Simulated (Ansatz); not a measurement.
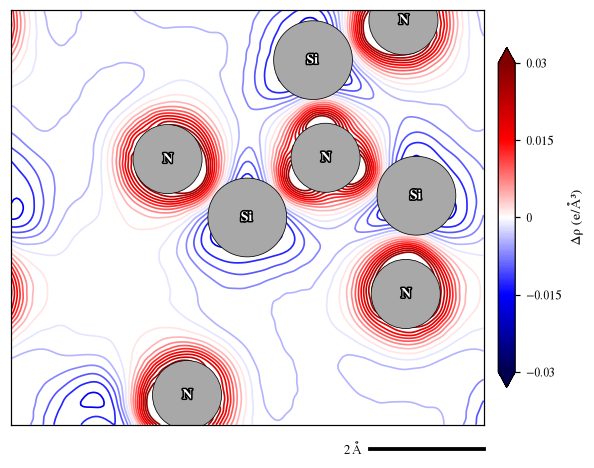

Si3N4. Difference of the valence pseudo-densities of two functionals at the same geometry, on the (001) plane of the calculation cell: r2SCAN less PBEsol.

Both computed with Ansatz (plane waves, PAW), on the same k-point mesh. Grey discs cover the atomic cores.

Q: What does the difference map show?

A: Against PBEsol, r2SCAN gives more density around N (+0.018 e/Å³ on average at 0.8 Å from the nucleus), less density in the space between the atoms (−0.003 e/Å³ on average) and a change of +0.018 e/Å³ at the midpoint of Si–N.
